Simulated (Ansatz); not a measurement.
## CaO: band-structure calculation

- system: CaO (2 atoms in the cell)
- method: DFT, PBE, plane waves, PAW, no spin polarisation (Ansatz 0.2.0)

The structure was built on a prototype by a generator. The geometry comes from this level: r2SCAN (a point of a series of strains). It belongs to a series of runs on one base structure; here: epitaxial_111 strain -1.0%.

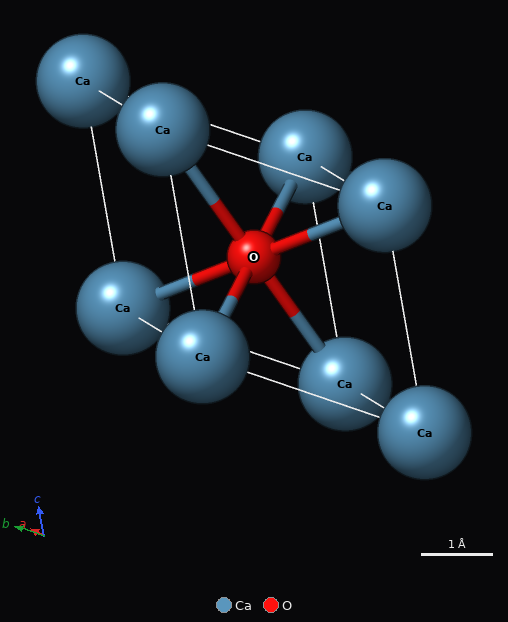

*The structure as given in the input (ball-and-stick view of the reduced cell, seen at an oblique angle). An atom can appear more than once, as a periodic image.*

Near neighbours in the periodic cell (some may lie outside the picture): Ca has 6 O at 2.39 Å; O has 6 Ca at 2.39 Å.

## Results in brief

| quantity | value |
| --- | --- |
| outcome | converged |
| space group (tolerance 0.01 Å) | R-3m (166) |
| electrons treated | 16 |
| free energy | −2387.7078 eV |
| Fermi energy | 9.763 eV |
| gap on the k-point mesh | 3.63 eV |
| pressure | 4.17 GPa |
| largest force (length of the vector) | under 0.001 eV/Å |
| hardware | 2 threads of AMD EPYC (Zen 3), 264 GiB of memory available, shared host |
| wall time | 1.1 s (CPU time 1.9 s) |
| peak memory | 0.45 GiB |

## Input
```yaml
crystal:
  lattice:
    - [0.0252122137, 2.3987868261, 2.3987868261]
    - [2.3987868261, 0.0252122137, 2.3987868261]
    - [2.3987868261, 2.3987868261, 0.0252122137]
  atoms:
    - { symbol: Ca, position: [0.0, 0.0, 0.0] }
    - { symbol: O, position: [0.5, 0.5, 0.5] }
kpoints:
  mp_grid: { grid: [10, 10, 10] }
  band_path:
    path:
      - [0.0, 0.0, 0.0]
      - [0.5, 0.0, 0.5]
      - [0.625, 0.25, 0.625]
      - [0.375, 0.375, 0.75]
      - [0.5, 0.5, 0.5]
      - [0.5, 0.25, 0.75]
      - [0.0, 0.5, 0.5]
    npoints: 1
hamiltonian:
  xc: pbe
scf:
  occupations: { method: fermi_dirac, width: 0.02 }
  n_extra_bands: 4
output:
  forces: true
  stress: true
  eigenvalues: true
  write_density: true
  write_potential: true
  elf: true
  volumetric_format: npy
```

Command:
```bash
ansatz run input.yaml --threads 2 --pin off --max-ram 18432MiB --backend cpu --events-out ev --progress --plain --runs-dir out
```

## Output
```
scf.n_extra_bands = 4 over 8 filled bands (N_el = 16.0): the run solves 12 bands
Engine: ansatz 0.2.0, x86_64-unknown-linux-gnu
Pseudopotentials: kind: paw
Pseudopotential: Ca, paw, valence charge 10, recommended cutoff 420 eV (normal), Ca.paw.azcp
Pseudopotential: O, paw, valence charge 6, recommended cutoff 420 eV (normal), O.paw.azcp
Functional definition: PBE
  parameter kappa = 0.804
  parameter beta = 0.06672455060314922
  exchange = pbe_x(kappa = kappa, mu = beta*pi^2/3)
  correlation = pbe_c(beta = beta)
Crystal: 2 atoms, lattice volume = 27.171 Å³
Basis set: ecut = 420 eV, 531 PW (Γ), exchange–correlation on 48×48×48 points (8 copies of the dense FFT grid, shifted against one another)
Bands: 12, of which v1, the nominal top of the filled ones, is band 8 counted from 1 (7 counted from 0)
Symmetry: 12 space group operations
Space group: R-3m (ITA 166), of the structure as read, at distance tolerance 3.0e-5 Å
k-points: 116 of 1000
Non-local potential: Ca, projectors of the file, l = 0: 3, l = 1: 2, l = 2: 2
Non-local potential: O, projectors of the file, l = 0: 2, l = 1: 2, l = 2: 1
PAW form: soft (Blöchl's): semilocal exchange-correlation on the pseudo side does not see the compensation charge
PAW one-centre angular grid: Ca, 110 points (default); XC on 64 Gauss nodes
PAW one-centre angular grid: O, 110 points (default); XC on 64 Gauss nodes
Initial density: superposition of atomic densities (neutral atoms: chi_scale 0, normalization atom), corrected by the library's trained network
Initial wavefunctions: pseudopotential atomic-orbital guess
Functional: x = pbe(κ = 0.804, μ = 0.2195149727645171), c = pbe(β = 0.06672455060314922)
SCF iter   1: F=—  HF=-2387.707838 eV  |F-HF|=—  |Δ(HF+E_count)|=         —  Δρ=8.70e-4  dr2=1.22e-4  ethr=1.77e-3  ⟨swp⟩=7.5  Hψ=9952  notcnv=0
preconditioner: auto → none  [insulator: Δε(μ)=3.626 eV  Ē_g=18.196 eV  σ=0.020 eV  W_gap=1.00  n_scr=8 (ndim 8)  ℏωp=26.7 eV  f_vac=0.000  D(μ)=0.00/eV (n_scr^D=0)  ε∞_Penn≈3.1]
SCF iter   2: F=—  HF=-2387.707873 eV  |F-HF|=—  |Δ(HF+E_count)|=   3.51e-5  Δρ=1.44e-3  dr2=5.39e-4  ethr=7.62e-7  ⟨swp⟩=2.2  Hψ=3443  notcnv=0
SCF iter   3: F=—  HF=-2387.707784 eV  |F-HF|=—  |Δ(HF+E_count)|=   8.86e-5  Δρ=5.39e-4  dr2=7.78e-5  ethr=7.62e-7  ⟨swp⟩=2.0  Hψ=1832  notcnv=0
SCF iter   4: F=—  HF=-2387.707826 eV  |F-HF|=—  |Δ(HF+E_count)|=   4.16e-5  Δρ=9.76e-5  dr2=1.37e-6  ethr=4.86e-7  ⟨swp⟩=2.0  Hψ=1740  notcnv=0
SCF iter   5: F=—  HF=-2387.707828 eV  |F-HF|=—  |Δ(HF+E_count)|=   1.72e-6  Δρ=1.21e-4  dr2=3.85e-6  ethr=8.58e-9  ⟨swp⟩=3.0  Hψ=2206  notcnv=0
SCF iter   6: F=—  HF=-2387.707827 eV  |F-HF|=—  |Δ(HF+E_count)|=   7.71e-7  Δρ=4.38e-5  dr2=5.04e-7  ethr=8.58e-9  ⟨swp⟩=2.0  Hψ=1740  notcnv=0
SCF iter   7: F=-2387.707827 eV  HF=-2387.707827 eV  |F-HF|=4.95e-8  |Δ(HF+E_count)|=   1.02e-7  Δρ=1.50e-5  dr2=5.94e-8  ethr=6.25e-10  ⟨swp⟩=5.9  Hψ=7233  notcnv=0
SCF 1 converged in 7 iterations: F = -2387.707827 eV  dr2 = 5.94e-8
  greatest PAW one-centre occupation: 0.995 electrons in one spin orbital (limit 2), on the Ca atom at site 0 (counted from 0), in its partial waves of l = 0
```

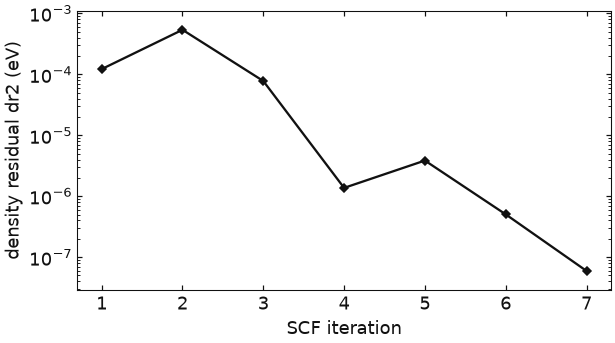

*Convergence of the self-consistent field: density residual dr2 against the SCF iteration.*

The residual falls unevenly and jumps up by a factor of two or more 2 times on the way down.

```
NSCF: frozen V_eff on 7 k-points
SCF converged after 7 iterations
Free energy (F): -2387.707827 eV
Harris-Foulkes:  -2387.707827 eV  (|F-HF|=4.95e-8)
Internal energy: -2387.707827 eV  (E = F + TS)
E sigma→0 (E₀):  -2387.707827 eV
Fermi energy:    9.763426 eV
--- Per-component energies (eV) ---
  E_band       = -96.557922
  E_kinetic    = 456.997626
  E_local      = -880.364467  (includes V_loc(G=0)·N_el)
  E_nonlocal   = 111.588750
  E_hartree    = 292.033769
  E_xc         = -213.530624
  E_vxc        = -268.681860  (∫ρ·V_xc dr)
  E_paw        = -1016.399149  (= ΣΔE_a)
  E_vpaw       = -100.163302  (= ΣTr[D̂ρ^β])
  E_aug_tail   = 0.002408  (compensation charges beyond the density's cutoff)
  E_ewald      = -1138.036140
  E_smearing   = -0.000000  (= −TS)
  E_closure    = 0.000000  (closes the sum)
  Σ components = -2387.707827   (vs F -2387.707827, Δ=0.00e0)
--- Forces (eV/Å), atoms counted from 1 ---
  atom   1  Ca     0.00000000    -0.00000000     0.00000000
  atom   2  O     -0.00000000    -0.00000000    -0.00000000
  max |Σ_I F_I| component: 7.36e-30 eV/Å
--- Stress (GPa, compression-positive) ---
        4.169207      -0.829397      -0.829397
       -0.829397       4.169207      -0.829397
       -0.829397      -0.829397       4.169207
  P = ⅓ Tr σ = 4.1692 GPa (41.692 kbar)
--- Band table (eV; the first three rows and the last of 116) ---
  k-point 0: bands = ["-29.6198", "-10.3707", "-10.3680", "-10.3680", "-7.6233", "7.8981", "7.9521", "7.9521", "12.8362", "14.1227", "14.2745", "14.2745"]
  k-point 1: bands = ["-29.6090", "-10.5249", "-10.3755", "-10.3741", "-7.4616", "7.5817", "7.7583", "7.8095", "13.2934", "14.2110", "14.3267", "14.4513"]
  k-point 2: bands = ["-29.5805", "-10.8744", "-10.3901", "-10.3887", "-7.0980", "6.8009", "7.4065", "7.4678", "14.1334", "14.4409", "14.8175", "14.9415"]
  k-point 115: bands = ["-29.5129", "-11.5706", "-10.4185", "-10.4185", "-6.3408", "5.2545", "6.7552", "6.7552", "15.0538", "16.3492", "16.3492", "16.6147"]
```

## File bands.tsv
```
# k_distance	band_0	band_1	band_2	band_3	band_4	band_5	band_6	band_7	band_8	band_9	band_10	band_11
# fermi_ev = 9.763426
# lock_threshold_ev = 1e-6
# [0, 0, 0] at k_distance = 0.000000
# [0.5, 0, 0.5] at k_distance = 1.316687
# [0.625, 0.25, 0.625] at k_distance = 1.779760
# [0.375, 0.375, 0.75] at k_distance = 2.590278
# [0.5, 0.5, 0.5] at k_distance = 3.400796
# [0.5, 0.25, 0.75] at k_distance = 4.336702
# [0, 0.5, 0.5] at k_distance = 5.814962
# levels_relative_to = fermi_ev
# free_energy_ev = -2387.707827
# largest_residual_norms_ev = 9.018e-4 1.055e-3 8.207e-4 1.064e-3 3.023e-4 6.477e-4 1.101e-3 1.401e-3 1.018e-3 1.154e-3 7.853e-4 1.067e-3
0.000000	-39.383227	-20.134175	-20.131394	-20.131394	-17.386733	-1.865351	-1.811287	-1.811287	3.072774	4.359313	4.511057	4.511057
1.316687	-39.236968	-20.777878	-20.379657	-20.370910	-17.153359	-3.119757	-2.222462	-2.173661	1.817520	6.377194	7.187952	7.847838
1.779760	-39.240003	-20.744676	-20.663327	-20.306101	-16.747478	-3.187820	-3.035695	-2.592965	3.321263	6.309159	6.881303	7.349168
2.590278	-39.240003	-20.744676	-20.663327	-20.306101	-16.747478	-3.187820	-3.035695	-2.592965	3.321263	6.309159	6.881303	7.349168
3.400796	-39.276348	-21.334007	-20.181903	-20.181903	-16.104195	-4.508893	-3.008227	-3.008227	5.290367	6.585797	6.585797	6.851315
4.336702	-39.235837	-20.601516	-20.593995	-20.563035	-16.726189	-3.140733	-2.897493	-2.871149	4.539174	4.575044	6.707898	7.853094
5.814962	-39.236968	-20.777878	-20.379657	-20.370910	-17.153359	-3.119757	-2.222462	-2.173661	1.817520	6.377194	7.187952	7.847838
```

## File rho_z.tsv
```
# z_ang	rho[e/angstrom^3]
# format = ansatz-planar-average/11
# lattice	0.025212214	2.398786826	2.398786826
# lattice	2.398786826	0.025212214	2.398786826
# lattice	2.398786826	2.398786826	0.025212214
# sites	2
# site	20	0.000000000	0.000000000	0.000000000
# site	8	2.411392933	2.411392933	2.411392933
0.000000	8.552151e-1
0.141354	8.297936e-1
0.282708	7.573639e-1
0.424061	6.506033e-1
0.565415	5.327199e-1
0.706769	4.325472e-1
0.848123	3.742774e-1
0.989476	3.727706e-1
1.130830	4.303993e-1
1.272184	5.301073e-1
1.413538	6.376389e-1
1.554892	7.173720e-1
1.696245	7.463739e-1
1.837599	7.173720e-1
1.978953	6.376389e-1
2.120307	5.301073e-1
2.261660	4.303993e-1
2.403014	3.727706e-1
2.544368	3.742774e-1
2.685722	4.325472e-1
2.827075	5.327199e-1
2.968429	6.506033e-1
3.109783	7.573639e-1
3.251137	8.297936e-1
```

## File v_z.tsv
```
# z_ang	v_es[eV]	v_tot[eV]
# format = ansatz-planar-average/11
# xc	pbe
# density_cutoff_ev	1680
# datasets	Ca=:simpson_from_first_knot:soft	O=:simpson_from_first_knot:soft
# lattice	0.025212214	2.398786826	2.398786826
# lattice	2.398786826	0.025212214	2.398786826
# lattice	2.398786826	2.398786826	0.025212214
# sites	2
# site	20	0.000000000	0.000000000	0.000000000
# site	8	2.411392933	2.411392933	2.411392933
0.000000	-1.725930e0	-1.281621e1
0.141354	-1.378132e0	-1.242609e1
0.282708	-3.902726e-1	-1.131024e1
0.424061	1.120623e0	-9.593091e0
0.565415	2.927322e0	-7.538957e0
0.706769	4.813337e0	-5.424544e0
0.848123	6.298610e0	-3.790644e0
0.989476	6.867348e0	-3.195496e0
1.130830	6.793934e0	-3.358013e0
1.272184	6.424289e0	-3.885037e0
1.413538	5.925484e0	-4.548908e0
1.554892	5.515227e0	-5.070155e0
1.696245	5.361569e0	-5.258679e0
1.837599	5.515227e0	-5.070155e0
1.978953	5.925484e0	-4.548908e0
2.120307	6.424289e0	-3.885037e0
2.261660	6.793934e0	-3.358013e0
2.403014	6.867348e0	-3.195496e0
2.544368	6.298610e0	-3.790644e0
2.685722	4.813337e0	-5.424544e0
2.827075	2.927322e0	-7.538957e0
2.968429	1.120623e0	-9.593091e0
3.109783	-3.902726e-1	-1.131024e1
3.251137	-1.378132e0	-1.242609e1
```

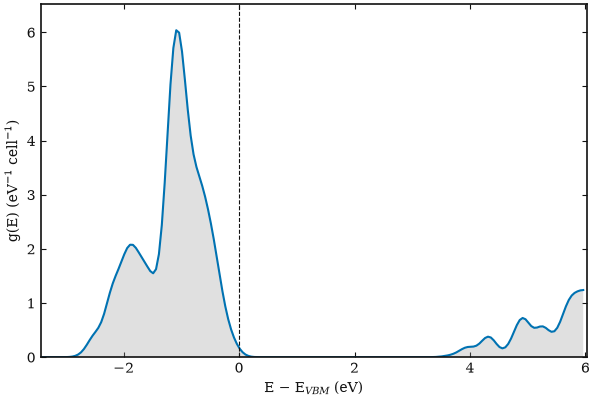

*Density of states (the curve is built from the levels of the k mesh with Gaussians 0.3 eV wide, which also blur the band edges), with energies from the valence-band top.*

There is a gap of 3.63 eV on the k-point mesh. Small ripples come from the finite k-point mesh.

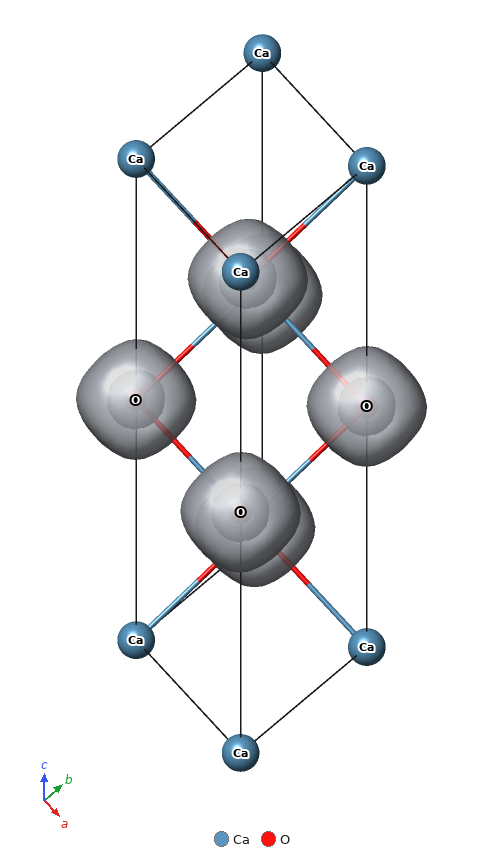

*Isosurface of the electron localisation function at 0.75 (grey), seen at an oblique angle. Only the valence region is drawn (cores and ρ < 0.01 e/Å³ removed). Sticks mark near contacts. The outline is the cell set on symmetry axes.*

Values along the shortest contacts: Ca–O (2.39 Å): the ELF is about 0.10 at the midpoint, which marks a closed-shell, largely ionic contact. In a PAW calculation such maps are meaningful between the atoms, not at the nuclei.

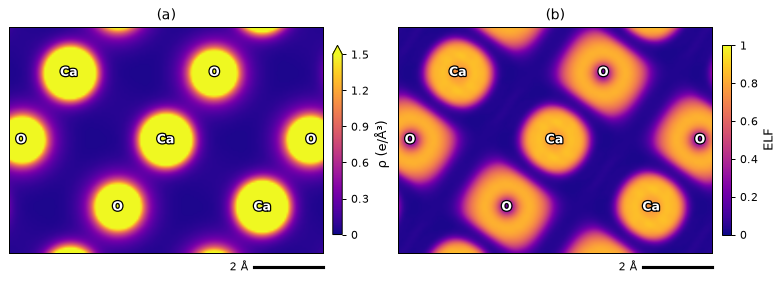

*(a) valence charge density (pseudo); (b) ELF on the (110) plane of the conventional cell.*

The section cuts through Ca and O sites. Ca–O (2.39 Å): ρ at the midpoint is about 0.26 e/Å³; the ELF is about 0.10 at the midpoint, which marks a closed-shell, largely ionic contact. Away from the nuclei the density in this plane falls to 0.04 e/Å³ at its lowest. The strong features right at Ca lie inside the PAW spheres (semicore, d or f shells) and say nothing about bonding.
